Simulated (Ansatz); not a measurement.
## Run report: MoS2, single-point calculation (part 1 of 2)

System: MoS2 (3 atoms in the cell).
Method: DFT r2SCAN+U, scalar-relativistic, plane waves, PAW, Ueff = 4 eV on Mo atom 1 d, spin-polarised (Ansatz 0.2.0).

The structure derives from an entry of the Crystallography Open Database. It belongs to a series of runs on one base structure; here: natural orbitals of the symmetric run, filled by rank. Figures and captions count atoms from 1; the log counts them from 0 in places.

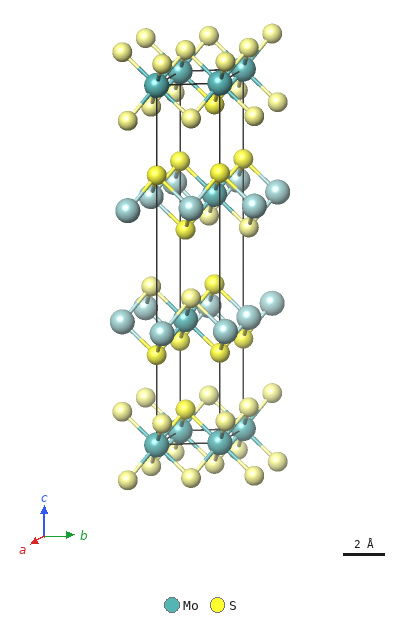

*The structure as given in the input (ball-and-stick view of the cell 3 times as large as that of the calculation, set on its symmetry axes, seen slightly off an axis; neighbours outside the cell are drawn fainter). An atom can appear more than once, as a periodic image.*

Near neighbours in the periodic cell (some may lie outside the picture): Mo has 6 S at 2.39 Å; S has 3 Mo at 2.39 Å.

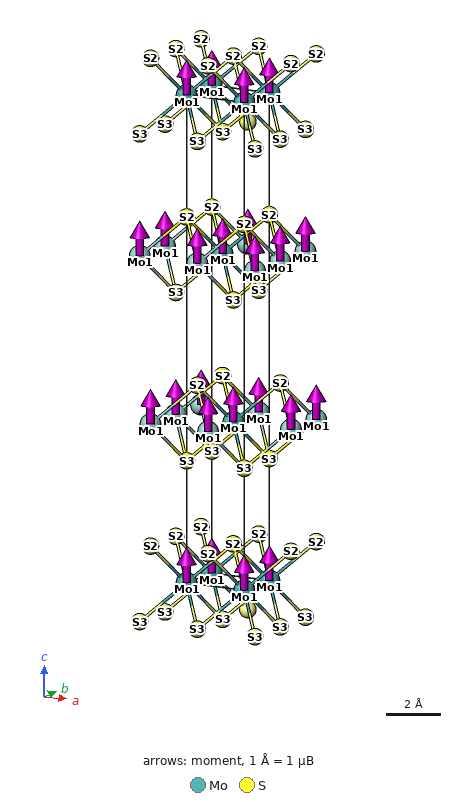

*Magnetic moments of the sites as pink arrows (ball-and-stick view of the cell 3 times as large as that of the calculation, set on its symmetry axes, seen slightly off an axis; neighbours outside the cell are drawn fainter; atoms are numbered from 1 in the order of the input); small moments hardly show. The run is collinear, so the axis drawn is arbitrary.*

Site moments: Mo1 (1.33 μB). They are counted near the atoms and needn't add up to the moment of the cell.

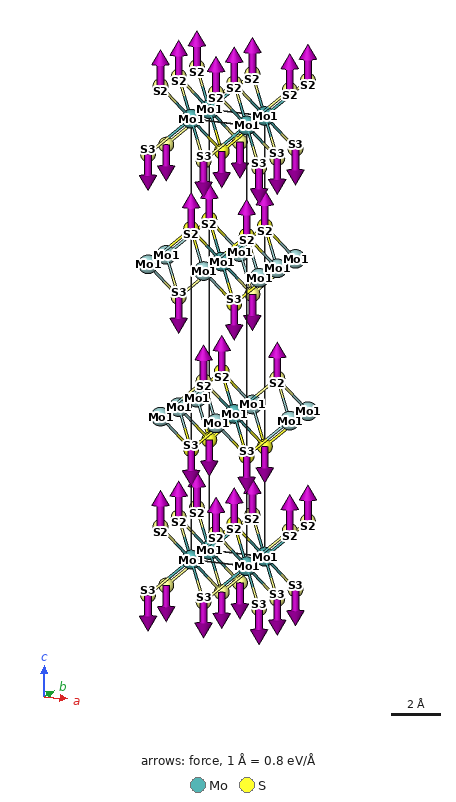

*Forces on the atoms as pink arrows (ball-and-stick view of the cell 3 times as large as that of the calculation, set on its symmetry axes, seen slightly off an axis; neighbours outside the cell are drawn fainter; atoms are numbered from 1 in the order of the input).*

The largest act on S2, S3 (1.23 eV/Å). The geometry is not a stationary point of this energy.

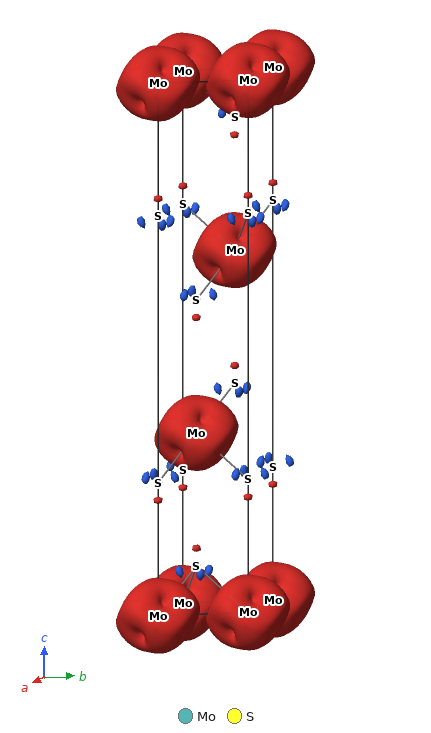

*Isosurfaces of the spin density at +0.04 (red) and −0.04 e/Å³ (blue), seen slightly off an axis. Sticks mark near contacts. The outline is the cell set on symmetry axes.*

The cell of the calculation (3 atoms) carries 1.7 μB net. Core electrons are frozen (PAW), so the fields are smoothed inside the atomic spheres.

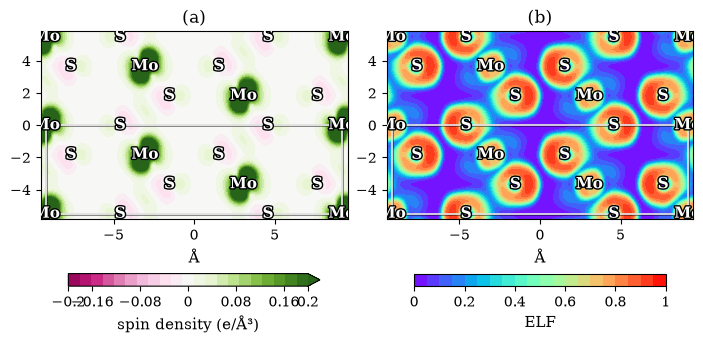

*(a) spin density (up minus down); (b) ELF on the (110) plane of the conventional cell.*

Atoms in the plane: Mo and S. Mo–S (2.39 Å): the ELF is about 0.40 at the midpoint. The strong features right at Mo lie inside the PAW spheres (semicore, d or f shells) and say nothing about bonding. The cell of the calculation (3 atoms) carries 1.7 μB net.

These pictures come from the run below.

**Input file**
```yaml
crystal:
  lattice:
    - [1.58550029, 0.91538902, 6.11499825]
    - [-1.58550029, 0.91538902, 6.11499825]
    - [0.0, -1.83077804, 6.11499825]
  atoms:
    - { symbol: Mo, position: [0.0, 0.0, 0.0], spin: 2.0 }
    - { symbol: S, position: [0.75, 0.75, 0.75] }
    - { symbol: S, position: [0.25, 0.25, 0.25] }
basis:
  ecutwfc: 500
  ecutrho_ratio: 4
kpoints:
  mp_grid: { grid: [7, 7, 7] }
hamiltonian:
  xc: r2scan
  hubbard:
    sites:
      - { site: 0, l: d, u_eff: 4.0, starting_ns: [{ spin: up, occupation_matrix: s0up }, { spin: down, occupation_matrix: s0down }] }
    occupation_matrices:
      s0up:
        matrix:
          - [0.02, 0.0, 0.0, 0.0, 0.0]
          - [0.0, 0.28117, 0.0, 0.0, 0.42415]
          - [0.0, 0.0, 0.28189, 0.42451, 0.0]
          - [0.0, 0.0, 0.42451, 0.70811, 0.0]
          - [0.0, 0.42415, 0.0, 0.0, 0.70883]
      s0down:
        matrix:
          - [0.02, 0.0, 0.0, 0.0, 0.0]
          - [0.0, 0.02, 0.0, 0.0, 0.0]
          - [0.0, 0.0, 0.02, 0.0, 0.0]
          - [0.0, 0.0, 0.0, 0.02, 0.0]
          - [0.0, 0.0, 0.0, 0.0, 0.02]
    ns_hold: { iters: 10 }
scf:
  occupations: { method: gaussian, width: 0.05 }
  lower_state_search: "off"
  max_iter: 150
output:
  forces: true
  stress: true
  eigenvalues: true
  populations: true
  hubbard: { sites: [{ site: 0, l: d }] }
  write_density: true
  write_potential: true
  elf: true
  volumetric_format: npy
magnetization:
  spin_polarized: true
```

Command:
```bash
ansatz run input.yaml --threads 4 --pin off --max-ram 6144MiB --backend cpu --events-out ev --progress --plain --runs-dir out
```

**Output**
```
Warning: crystal.symmetry: narrowed to the stabiliser of the occupation matrices — unitary ops 12 → 4; lowered by the specified shell (site 0, l: d); largest admitted image defect 2.2e-16, smallest excluded 5.4e-4 — at a rounding scale rather than a splitting's, so precision (not physics) most likely lowered the group: (i) a fixed point transcribed at too few decimals — re-emit the block at full precision (to 7 decimals or more, rounded to nearest) from a symmetrised source (a converged report's `n_mat` / `n_mat_spinor`) (of a frozen-density pass: in the run whose state it reads); (ii) an ideal-frame block (an integer orbital projector, an idealised texture) on a cell whose axes stand turned off the Cartesian frame, by the skew part of `crystal.lattice` components quoted to fewer than ~8 significant digits (a pasted vc-relax cell, a converted CIF) or by a rigid turn of the whole cell — no re-emission of the block helps: idealise the lattice (type its vectors, and each `position_ang` with them, on the ideal axes at full precision, or, with the positions in fractional coordinates, give it by lengths and angles where the standard orientation, in which the cell is then laid, is the block's frame; more digits alone cure only the first) (of a frozen-density pass: in the run whose state it reads); (iii) or the lowering is deliberate and this small, and then it is physics — the group the occupation matrices admit
basis.fft_grid_basis auto: the FFT boxes are laid along the combinations [[1, -1, 0], [0, 1, 0], [0, -1, 1]] of the cell's own vectors, 3.171, 6.383 and 3.171 Å long. The dense box has 24×48×24 points. Along the cell's own vectors, as sized, it would have 48×48×48, 4.00 times as many. Of the 12 symmetry operations that the crystal satisfies within crystal.symmetry.tolerance (time reversal apart; of a slab, those that keep its plane) the dense box along the cell's own vectors carries 12, and the one as laid loses 8 of those. basis.fft_grid_basis: typed keeps the cell's own vectors: state it where this run's energies or levels are differenced outside the engine with another run's, or held beside a run that keeps those vectors. Those combinations have planes normal to reciprocal vector 3, as the cell's own vectors have. Each planar average written beside output.write_density, output.write_potential has a row for each plane of the box: 24. The volumetric files lie along those combinations, not along the cell's own vectors: a cube or XSF file states them, and fields.json those of NumPy files.
Mo: projections on atomic orbitals take those of the free atom [Ar 3d10] 4s2 4p6 4d5 5s1, of charge +0.00 (hamiltonian.pseudopotentials.projection_atoms); the dataset's partial waves leave at most 6.0e-6 of an orbital's norm unspanned inside its sphere
S: projections on atomic orbitals take those of the free atom [Ne] 3s2 3p4, of charge +0.00 (hamiltonian.pseudopotentials.projection_atoms); the dataset's partial waves leave at most 1.6e-7 of an orbital's norm unspanned inside its sphere
Engine: ansatz 0.2.0, aarch64-unknown-linux-gnu
Pseudopotentials: kind: paw
Pseudopotential: Mo, paw, valence charge 14, recommended cutoff 500 eV (meta_gga), Mo.paw.azcp
Pseudopotential: S, paw, valence charge 6, recommended cutoff 500 eV (meta_gga), S.paw.azcp
Functional definition: r2SCAN
  parameter k0 = 0.174
  parameter k1 = 0.065
  parameter a1 = 4.9479
  exchange = r2scan_x(k0 = k0, k1 = k1, a1 = a1)
  correlation = r2scan_c
Crystal: 3 atoms, lattice volume = 53.250 Å³
Basis set: ecut = 500 eV, 1355 PW (Γ), FFT grids on a1−a2, a2, −a2+a3, exchange–correlation on 96×192×96 points (64 copies of the dense FFT grid, shifted against one another)
Bands: 18, of which v1, the nominal top of the filled ones, is band 13 counted from 1 (12 counted from 0)
Symmetry: 4 space group operations
k-points: 100 of 343
Non-local potential: Mo, projectors of the file, l = 0: 3, l = 1: 2, l = 2: 2, l = 3: 1
Non-local potential: S, projectors of the file, l = 0: 2, l = 1: 2, l = 2: 2
PAW form: soft (Blöchl's): semilocal exchange-correlation on the pseudo side does not see the compensation charge
PAW frozen core: Mo, regenerated for the run's functional (the file was generated under x = pbe(κ = 0.804, μ = 0.2195149727645171), c = pbe(β = 0.06672455060314922))
PAW frozen core: S, regenerated for the run's functional (the file was generated under x = pbe(κ = 0.804, μ = 0.2195149727645171), c = pbe(β = 0.06672455060314922))
PAW one-centre angular grid: Mo, 590 points (default); XC on 160 Gauss nodes
PAW one-centre angular grid: S, 302 points (default); XC on 160 Gauss nodes
Initial density: superposition of atomic densities (chi_scale 0.1, normalization cell)
Starting moments: Σ|m| = 2 μB on 1 of 3 sites
Initial wavefunctions: pseudopotential atomic-orbital guess
Functional: x = r2scan, c = r2scan; τ floored in thin density (d = 2e-4 eV/Å³)
```
